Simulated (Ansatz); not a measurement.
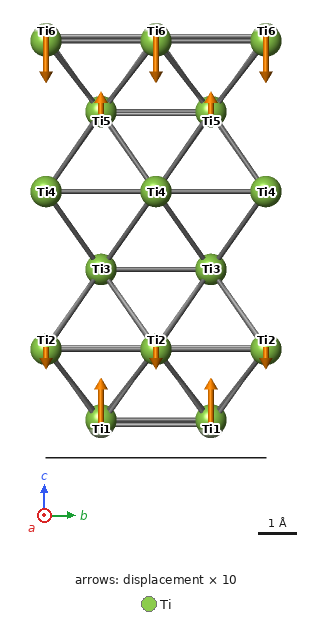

A (1 0 0) slab of Ti as cut from the relaxed bulk, drawn pale, and a changed version of it, drawn solid. The orange arrows show how the atoms are displaced, magnified 10 times. Style: ball-and-stick. Shown: the 2 × 2 repeat of the cell, outlined in the plane, without the vacuum, along the a axis.

These are results of Ansatz, DFT r2SCAN, scalar-relativistic, plane waves, PAW, not measurements. Set-up: plane-wave cutoff 500 eV; occupations gaussian; smearing width 0.1 eV; no spin polarisation. The k-mesh is chosen for each cell (12×12×17, 12×12×1).

What was done to the structure, and with what result?

The atoms of the slab are relaxed at the bulk's in-plane cell. The surface energy (mean of the two faces) falls from 1.92 to 1.79 J/m². The top spacing, between the Ti and Ti planes, goes from 2.06 to 1.87 Å (−9.0 %), the bottom one (Ti to Ti) from 2.06 to 1.87 Å (−9.0 %). The lattice vectors keep their values. The largest moves relative to the layer's centre, 0.13 Å, are those of Ti1 and Ti6. Ti6 goes along the normal (−c). Among the bonded contacts that change: Ti–Ti 2.906 → 2.779 to 2.948 Å.
